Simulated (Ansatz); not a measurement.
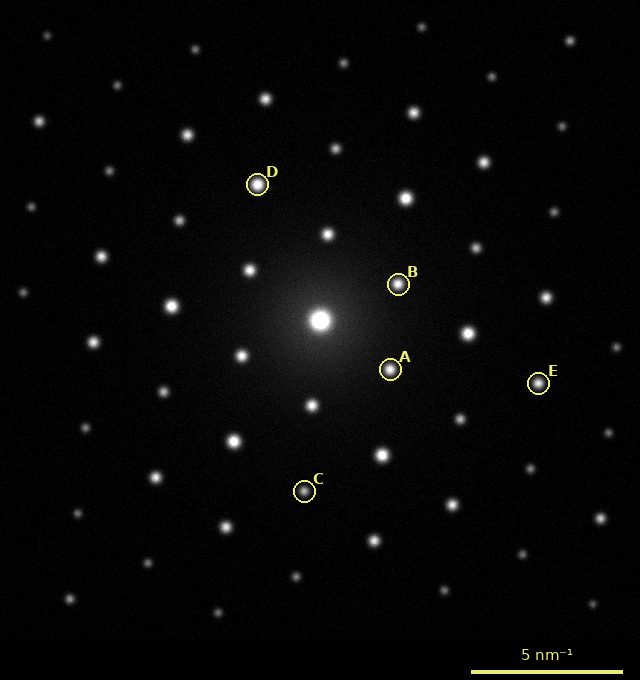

Simulated selected-area electron diffraction pattern (100 kV, kinematic approximation, thin crystal, B = 0.5 Å² for all atoms). The zone axis points towards the electron source and the pattern is seen from the source side.

The sample is Se, space group P3_121 (No. 152), a = 4.037 Å, c = 5.122 Å (hexagonal axes). Structure: coordinates from a relaxation with Ansatz 0.2.0, DFT PBEsol, scalar-relativistic, plane waves, PAW.

```
atom  site  symmetry       x       y       z
  Se    3b       .2.  0.2488  0.0000  0.8333
```

Spot A is indexed -1 0 0 and spot B 0 -1 0.

Give hkl for C, D, E.

C = 2A − 2B = -2 2 0 (d = 1.748 Å). D = −2A + B = 2 -1 0 (d = 2.019 Å). E = 2A + B = -2 -1 0 (d = 1.322 Å).

Which zone axis is this?

The cross product of A and B is parallel to [001]; every spot obeys hu + kv + lw = 0.

What are the spacings of A and B and the angle between them?

d(A) = 3.496 Å, d(B) = 3.496 Å, and the angle is 60.0°.
